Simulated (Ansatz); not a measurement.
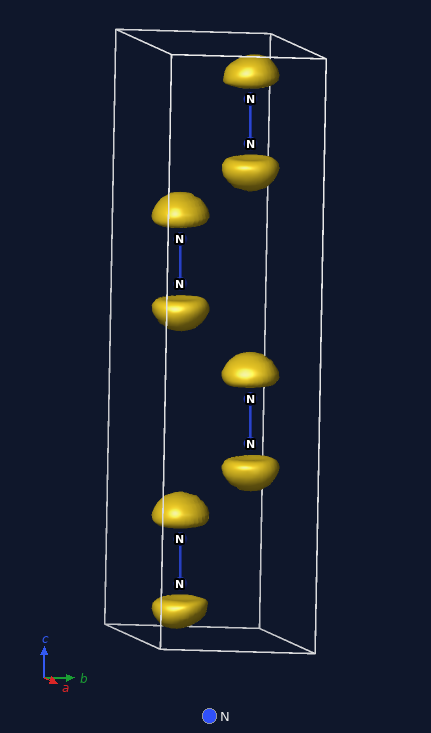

*N. Isosurface of the electron localisation function at 0.9 (yellow), seen slightly off an axis. Core shells and regions of very low density are left out. Sticks mark near contacts.*

Space group P-1; a structure from a database of computed crystals, not necessarily the ambient phase.

All numbers below come from Ansatz, DFT PBE+D3(BJ), scalar-relativistic, plane waves, PAW.

In a PAW calculation such maps are meaningful between the atoms, not at the nuclei.

```
N
1.0
     3.81655    0.00000    0.00000
     1.90828   -3.30523    0.00000
     0.76331    0.00000  -14.82904
N
8
Cartesian
  2.2899 -1.1017 -1.3026
  2.2899 -1.1017 -8.7171
  2.2899 -1.1017 -2.4047
  2.2899 -1.1017 -9.8192
  4.1982 -2.2035 -12.4244
  4.1982 -2.2035 -5.0098
  4.1982 -2.2035 -13.5265
  4.1982 -2.2035 -6.1119
```

**Describe the localisation domains.**

The ELF exceeds this value in eight lobes on N, pointing away from the bonds (lone pairs), counted in one cell of 8 atoms. Any copies at cell faces, edges or corners count once.

Values along the shortest contacts:
N–N (1.10 Å): the ELF peaks at about 0.85 between the atoms (inside overlapping PAW spheres, so only a guide): a multiple bond.

**Does the calculation make it a metal, or give it a gap?**

It is gapped, with a Kohn–Sham gap of 7.0 eV on the k-point mesh, an upper bound to the gap of this method.
